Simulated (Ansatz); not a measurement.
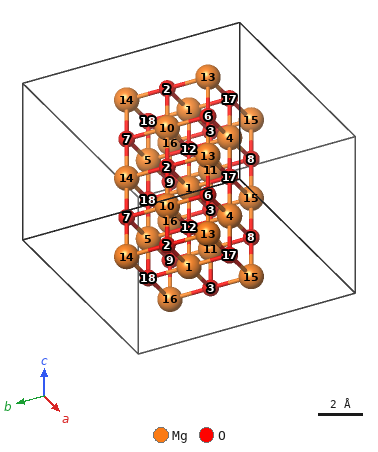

A wire of composition MgO, before the relaxation. The picture is a ball-and-stick view of the 2 repeat of the cell, with the vacuum cut short, seen from a free direction.

Case: wire along [0 0 1], 18 atoms a period.

The calculation used Ansatz 0.2.0, DFT PBE, scalar-relativistic, plane waves, PAW.

Input file:
```yaml
crystal:
  lattice:
    - [13.3, 0.0, 0.0]
    - [0.0, 13.6, 0.0]
    - [0.0, 0.0, 4.2537045194]
  atoms:
    - { symbol: Mg, position: [0.5, 0.5, 0.0] }
    - { symbol: O, position: [0.3400862963, 0.5, 0.0] }
    - { symbol: O, position: [0.6599137037, 0.5, 0.0] }
    - { symbol: Mg, position: [0.5, 0.3436138044, 0.5] }
    - { symbol: Mg, position: [0.5, 0.6563861956, 0.5] }
    - { symbol: O, position: [0.3400862963, 0.3436138044, 0.5] }
    - { symbol: O, position: [0.3400862963, 0.6563861956, 0.5] }
    - { symbol: O, position: [0.6599137037, 0.3436138044, 0.5] }
    - { symbol: O, position: [0.6599137037, 0.6563861956, 0.5] }
    - { symbol: Mg, position: [0.3400862963, 0.5, 0.5] }
    - { symbol: Mg, position: [0.6599137037, 0.5, 0.5] }
    - { symbol: O, position: [0.5, 0.5, 0.5] }
    - { symbol: Mg, position: [0.3400862963, 0.3436138044, 0.0] }
    - { symbol: Mg, position: [0.3400862963, 0.6563861956, 0.0] }
    - { symbol: Mg, position: [0.6599137037, 0.3436138044, 0.0] }
    - { symbol: Mg, position: [0.6599137037, 0.6563861956, 0.0] }
    - { symbol: O, position: [0.5, 0.3436138044, 0.0] }
    - { symbol: O, position: [0.5, 0.6563861956, 0.0] }
basis:
  ecutwfc: 420
kpoints:
  mp_grid: { grid: [1, 1, 8] }
hamiltonian:
  xc: pbe
scf:
  occupations: { method: gaussian, width: 0.05 }
output:
  forces: true
  stress: true
  eigenvalues: true
  populations: true
  write_density: true
  write_potential: true
  elf: true
  volumetric_format: npy
relax:
  adjacent_minimum: "off"
  f_tol: 0.02
  max_steps: 45
  cell: { fix: [a, b, alpha, beta, gamma], stress_tol: 0.03 }
```

Command:
```bash
ansatz run input.yaml --threads 4 --pin off --max-ram 11264MiB --backend cpu --events-out ev --progress --plain --runs-dir out
```

**What does the optimiser find from here?**

The largest moves, 0.11 Å, are those of Mg13, Mg14, Mg15 and Mg16. By element the largest moves are Mg 0.11 Å, O 0.05 Å. Along the periodic axis the drawn cell goes c 8.507 → 7.980 Å (−6.2 %). Among the contacts that change: Mg1–O12 2.127 → 1.995 Å, Mg13–O17 2.127 → 2.056 Å, Mg1–O17 2.127 → 2.173 Å, Mg10–O12 2.127 → 2.135 Å. Bond angles that change, for instance: O3–Mg15–O17 90.0° → 96.7°, Mg15–O3–Mg16 180.0° → 173.3°, O8–Mg15–O8 180.0° → 174.5°. The energy falls by 1.285 eV per cell of the calculation in 5 accepted moves (7 points after the start). Largest force component: 0.98 eV/Å at the start, 0.003 eV/Å at the end. At 2 points the geometry stayed and the basis and grid were re-selected for the new cell (energy shift of 22.4 meV per cell of the calculation at most each time).

After the run, drawn alike:

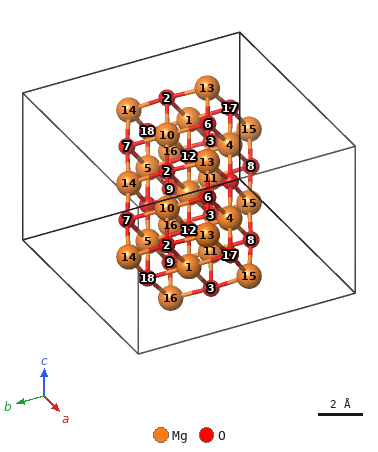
